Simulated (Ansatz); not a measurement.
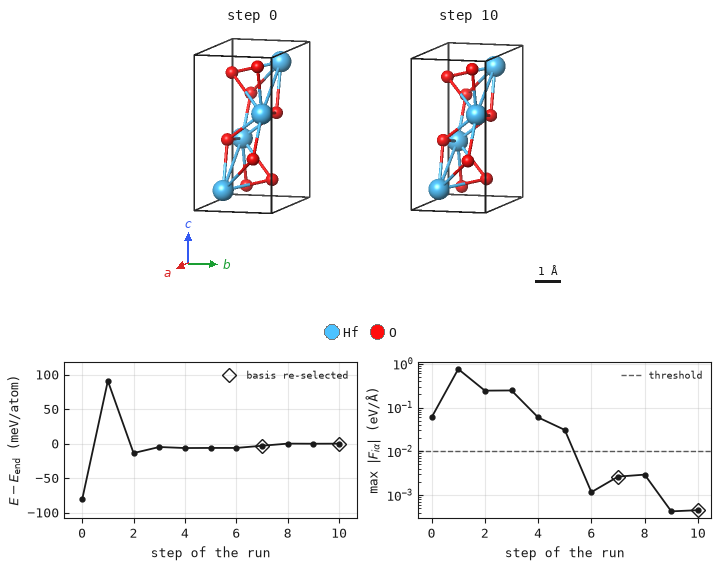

First and last geometry of a relaxation of crystalline HfO$_{2}$ (set up in Pnma), with the history of the run. Style: ball-and-stick. Shown: the cell of the calculation, slightly off an axis.

The run lets cell and atoms move.

Level of theory: Kohn-Sham DFT of a periodic cell, PBE, Ansatz PAW (Ansatz).

Input file:
```yaml
crystal:
  lattice:
    - [5.556395, 0.0, 0.0]
    - [0.0, 3.333597, 0.0]
    - [0.0, 0.0, 6.504995]
  atoms:
    - { symbol: Hf, position: [0.748682, 0.75, 0.607871] }
    - { symbol: Hf, position: [0.251318, 0.25, 0.392129] }
    - { symbol: Hf, position: [0.248682, 0.75, 0.892129] }
    - { symbol: Hf, position: [0.751318, 0.25, 0.107871] }
    - { symbol: O, position: [0.639499, 0.25, 0.4234] }
    - { symbol: O, position: [0.360501, 0.75, 0.5766] }
    - { symbol: O, position: [0.139499, 0.25, 0.0766] }
    - { symbol: O, position: [0.860501, 0.75, 0.9234] }
    - { symbol: O, position: [0.520794, 0.25, 0.841453] }
    - { symbol: O, position: [0.479206, 0.75, 0.158547] }
    - { symbol: O, position: [0.020794, 0.25, 0.658547] }
    - { symbol: O, position: [0.979206, 0.75, 0.341453] }
hamiltonian:
  xc: pbe
  pseudopotentials: { kind: paw }
kpoints:
  mp_grid: { grid: [4, 6, 3] }
scf:
  occupations: { method: fermi_dirac, width: 0.05 }
output:
  forces: true
  stress: true
  eigenvalues: true
relax:
  f_tol: 0.01
  max_steps: 40
  cell: { stress_tol: 0.05, p_target: 30.0 }
```

Launched with:
```bash
ansatz run input.yaml --threads 4 --pin off --max-ram 11264MiB --backend cpu --events-out ev --progress --plain --runs-dir out
```

Q: What do the curves and the structures tell?

A: It converged. After 8 accepted moves (10 points after the start) the energy has risen by 80.9 meV per atom. With the target pressure of 30 GPa, the enthalpy E + pV changes by −79.5 meV per atom. Largest force component: 0.059 eV/Å at the start, 0.00045 eV/Å at the end. The pressure goes from 3.26 to 29.99 GPa. The SCF was repeated twice at an unchanged geometry on a basis and grid sized afresh for the cell, which shifted the energy by 3.2 meV per atom at most. The largest moves relative to the cell, 0.060 Å, are those of Hf atoms. Largest moves by element: Hf 0.060 Å, O 0.053 Å. The drawn cell changes as follows: a 5.556 → 5.423 Å (−2.4 %), b 3.334 → 3.207 Å (−3.8 %), c 6.505 → 6.337 Å (−2.6 %); the volume changes by −8.5 %. Near-neighbour distances that change, for instance: Hf–O 2.587 → 2.425 Å, Hf–Hf 3.337 → 3.195 Å, Hf–Hf 3.519 → 3.437 Å, Hf–O 2.142 → 2.075 Å. Bond angles that change, for instance: Hf–O–Hf 94.3° → 91.5°, Hf–O–Hf 80.2° → 82.8°. The space group stays Pnma (No. 62).

```tsv
step	E − E(0), meV/atom	largest force component, eV/Å	pressure, GPa	volume, Å³/atom	note
0	0.00	0.0595	3.26	10.041	
1	171.90	0.7557	47.75	8.827	
2	67.30	0.2427	29.03	9.256	
3	76.08	0.2452	29.17	9.205	
4	74.60	0.0594	29.95	9.202	
5	74.73	0.0307	29.96	9.201	
6	74.74	0.0012	30.00	9.200	
7	77.91	0.0026	29.34	9.200	same geometry, new basis
8	81.00	0.0029	30.04	9.183	
9	80.83	0.0004	30.00	9.184	
10	80.93	0.0005	29.99	9.184	same geometry, new basis
```
